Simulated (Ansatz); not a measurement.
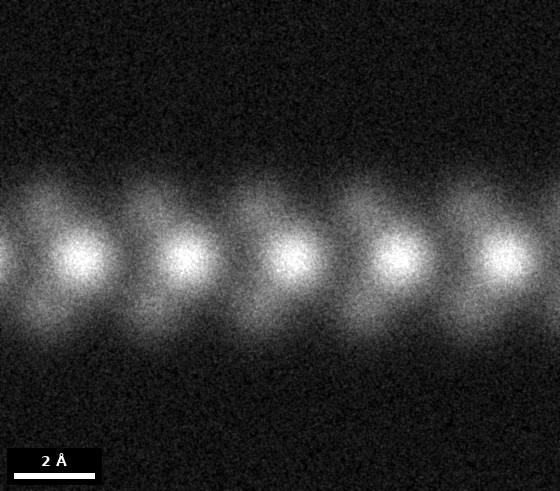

Cross-section of a slab, seen along a direction in its plane, the normal pointing up. Simulated as the projected potential of neutral atoms (B = 0.5 Å²) blurred by a 0.97 Å probe, the thin-sample limit of integrated differential phase contrast. The display is stretched by a gamma of 0.65; percentages refer to the linear signal. Shot noise was added. Structure: the geometry relaxed with Ansatz, DFT, r2SCAN, plane waves, PAW; the starting structure was generated, so it need not be a known form of this composition. The model holds Sn and O.

> How many atomic planes does the slab have, and what do they hold from top to bottom?

3 planes (atoms within 0.35 Å in height count as one plane):

```tsv
plane	content	depth below the top plane (Å)
1	O	0.0
2	Sn	1.2
3	O	2.4
```

> How thick is it, and how does it end on either side?

The outermost planes are 2.4 Å apart. The upper face ends in O and the lower in O, so the sequence of planes is the same from both sides.

The model is a slab of composition SnO2.
